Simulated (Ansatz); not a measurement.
# CoO: 6 runs along one coordinate

System: CoO (I4/mmm, 2 atoms in the cell).
Method: Kohn-Sham DFT of a periodic cell, PBE, Ansatz PAW, spin-polarised (Ansatz 0.2.0).

The 6 runs differ only in the geometry, by an even scaling of the cell at fixed fractional positions. The structure derives from an entry of the Crystallography Open Database.

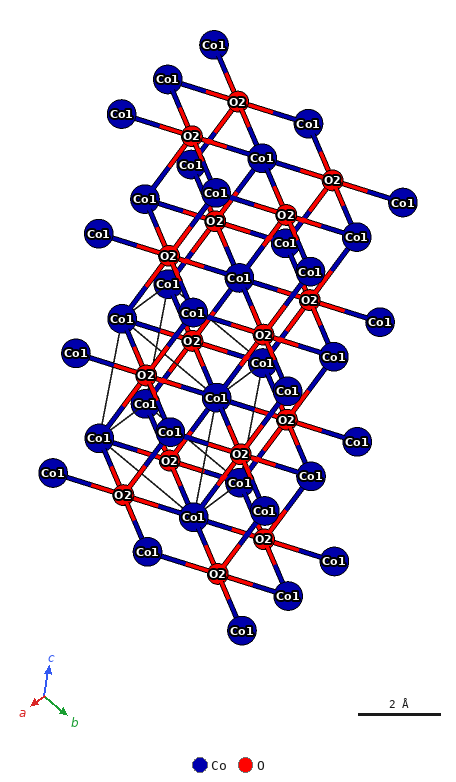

Figure 1. The structure of run 4 (ball-and-stick view of the cell of the calculation, repeated 2 × 2 × 3, seen slightly off an axis; atoms are numbered from 1 in the order of the input).

### Input of run 4
```yaml
crystal:
  lattice:
    - [-1.517987046, 1.517987046, 2.1212032261]
    - [1.517987046, -1.517987046, 2.1212032261]
    - [1.517987046, 1.517987046, -2.1212032261]
  atoms:
    - { symbol: Co, position: [0.0, 0.0, 0.0], spin: 2.0 }
    - { symbol: O, position: [0.5, 0.5, 0.0] }
hamiltonian:
  xc: pbe
  pseudopotentials: { kind: paw }
magnetization:
  spin_polarized: true
kpoints:
  mp_grid: { grid: [12, 12, 12] }
scf:
  occupations: { method: fermi_dirac, width: 0.05 }
output:
  forces: true
  stress: true
  eigenvalues: true
```

Command:
```bash
ansatz run input.yaml --threads 1 --pin off --max-ram 2560MiB --backend cpu --events-out ev --progress --plain --runs-dir out
```

Run 5 differs from it as follows:
```diff
-    - [-1.517987046, 1.517987046, 2.1212032261]
-    - [1.517987046, -1.517987046, 2.1212032261]
-    - [1.517987046, 1.517987046, -2.1212032261]
+    - [-1.527844381, 1.527844381, 2.134977659]
+    - [1.527844381, -1.527844381, 2.134977659]
+    - [1.527844381, 1.527844381, -2.134977659]
```

### Results, with one run withheld

```tsv
run	volume per atom (Å³)	free energy per atom, from the lowest run given (meV)	pressure (GPa)
1	9.009	17.03	10.60
2	9.201	6.45	7.09
3	9.392	0.12	3.51
4	9.776	0.00	−3.27
5	9.967	?	?
6	10.159	15.06	−9.14
```

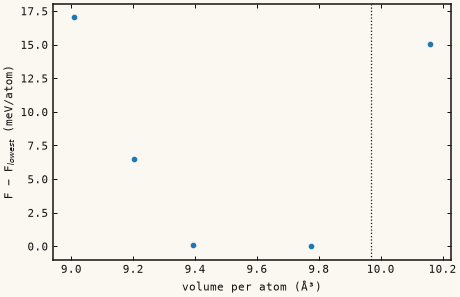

Figure 2. Free energy per atom of the runs given; the dotted line marks run 5.

Estimate the energy of run 5 from the others.

A cubic polynomial in V^(−2/3) (the Birch–Murnaghan form), fitted to the 5 runs given, misses them by at most 0.04 meV per atom. With x = V^(−2/3) − 0.22305 Å⁻², it reads F = −1.4495 + 659.61 x + 2.2287e+05 x² − 1.4054e+06 x³ (meV per atom). At run 5 it gives 5.69 meV per atom, and the run itself gives 5.79. The slope of the fit gives a pressure −dF/dV of −6.33 GPa there, and the run prints −6.33 GPa. The fit has its minimum at 9.587 Å³ per atom, where V d²F/dV² gives 167 GPa. Cell shape and fractional positions are held, so this is the stiffness under even scaling; the relaxed bulk modulus wasn't computed.

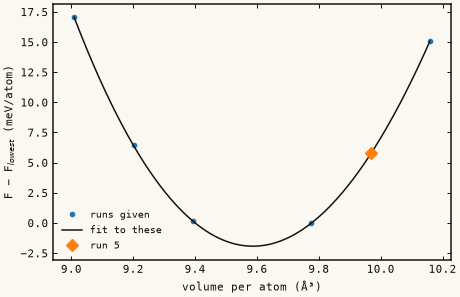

Figure 3. The fit and the withheld run.

### Output, shortened to warnings, some set-up lines, iterations and results (run 5)
```
Basis set: ecut = 420 eV, 387 PW (Γ), exchange–correlation on 48×48×48 points (8 copies of the dense FFT grid, shifted against one another)
Symmetry: 16 space group operations
k-points: 163 of 1728
Initial density: superposition of atomic densities (chi_scale 0.1, normalization cell, long waves kept (reshape's long-wave potential 0.00 eV rms))
[...]
SCF iter   1: F=—  HF=-5691.243264 eV  |F-HF|=—  |Δ(HF+E_count)|=         —  Δρ=1.18e-1 (↑1.18e-1 ↓1.02e-1)  dr2=6.73e0  dr2_m=1.52e-1  M=2.117 μB ∫|m|=2.117 μB  β_m=0.30  …
SCF iter   2: F=—  HF=-5691.891449 eV  |F-HF|=—  |Δ(HF+E_count)|=   6.48e-1  Δρ=9.20e-2 (↑9.20e-2 ↓7.10e-2)  dr2=4.97e-1  dr2_m=1.07e0  M=2.749 μB ∫|m|=2.749 μB  β_m=0.37  …
SCF iter   3: F=—  HF=-5692.126227 eV  |F-HF|=—  |Δ(HF+E_count)|=   2.35e-1  Δρ=8.73e-2 (↑6.33e-2 ↓8.73e-2)  dr2=1.71e-1  dr2_m=9.57e-1  M=2.987 μB ∫|m|=2.990 μB  β_m=0.31  …
SCF iter   4: F=—  HF=-5691.886974 eV  |F-HF|=—  |Δ(HF+E_count)|=         —  Δρ=3.40e-2 (↑3.40e-2 ↓3.20e-2)  dr2=1.70e-1  dr2_m=1.47e-1  M=2.819 μB ∫|m|=2.825 μB  β_m=0.68  …
SCF iter   5: F=—  HF=-5692.059402 eV  |F-HF|=—  |Δ(HF+E_count)|=   1.72e-1  Δρ=4.85e-2 (↑2.33e-2 ↓4.85e-2)  dr2=4.04e-1  dr2_m=1.29e-1  M=2.993 μB ∫|m|=3.004 μB  β_m=0.65  …
[... 5 lines ...]
SCF iter  11: F=—  HF=-5692.100883 eV  |F-HF|=—  |Δ(HF+E_count)|=   4.04e-6  Δρ=8.46e-5 (↑3.67e-5 ↓8.46e-5)  dr2=1.14e-6  dr2_m=2.69e-7  M=2.973 μB ∫|m|=2.989 μB  β_m=0.96  …
SCF iter  12: F=—  HF=-5692.100884 eV  |F-HF|=—  |Δ(HF+E_count)|=   9.70e-7  Δρ=3.14e-5 (↑6.15e-6 ↓3.14e-5)  dr2=4.14e-8  dr2_m=5.32e-8  M=2.973 μB ∫|m|=2.989 μB  β_m=0.98  …
SCF iter  13: F=—  HF=-5692.100884 eV  |F-HF|=—  |Δ(HF+E_count)|=   8.59e-8  Δρ=6.24e-6 (↑8.40e-7 ↓6.24e-6)  dr2=1.75e-9  dr2_m=1.74e-9  M=2.973 μB ∫|m|=2.989 μB  β_m=0.91  …
SCF iter  14: F=-5692.100884 eV  HF=-5692.100884 eV  |F-HF|=1.82e-11  |Δ(HF+E_count)|=   3.15e-9  Δρ=7.41e-7 (↑6.15e-8 ↓7.41e-7)  dr2=4.28e-11  dr2_m=2.56e-11  M=2.973 μB …
SCF 1 converged in 14 iterations: F = -5692.100884 eV  dr2 = 4.28e-11
SCF converged after 14 iterations
Magnetization: 2.9731 μB (12.9866 up, 10.0134 down)
Absolute magnetization: 2.9892 μB (∫|ρ↑−ρ↓|, with the PAW one-centre terms)
Spin contamination: 0.0069 ħ² per cell (⟨S²⟩ above its minimum at these occupations)
Per-site moments (μB) at R_I (Å): [(2.523832614109033, 0.8806782843375), (0.32968599901079737, 0.8806782843375)]
Free energy (F): -5692.100884 eV
Harris-Foulkes:  -5692.100884 eV  (|F-HF|=1.82e-11)
Internal energy: -5692.067142 eV  (E = F + TS)
E sigma→0 (E₀):  -5692.084013 eV
Entropy (-TS):   -0.033742 eV (-16.871 meV/atom)
Fermi energy:    13.282534 eV
--- Per-component energies (eV) ---
  E_band       = -317.674486
  E_kinetic    = 616.188145
  E_local      = -3480.000105  (includes V_loc(G=0)·N_el)
  E_nonlocal   = 514.065595
  E_hartree    = 1426.949063
  E_xc         = -228.225632
  E_vxc        = -293.258314  (∫ρ·V_xc dr)
  E_paw        = -1676.747653  (= ΣΔE_a)
  E_vpaw       = -528.570372  (= ΣTr[D̂ρ^β])
  E_aug_tail   = 0.002406  (compensation charges beyond the density's cutoff)
  E_ewald      = -2864.298962
  E_smearing   = -0.033742  (= −TS)
  E_closure    = 0.000000  (closes the sum)
  Σ components = -5692.100884   (vs F -5692.100884, Δ=0.00e0)
--- Forces (eV/Å), atoms counted from 1 ---
  atom   1  Co    -0.00000000     0.00000000     0.00000000
  atom   2  O      0.00000000     0.00000000     0.00000000
  max |Σ_I F_I| component: 3.16e-30 eV/Å
--- Stress (GPa, compression-positive) ---
       -6.291847       0.000000       0.000000
        0.000000      -6.291847       0.000000
        0.000000       0.000000      -6.408666
  P = ⅓ Tr σ = -6.3308 GPa (-63.308 kbar)
```
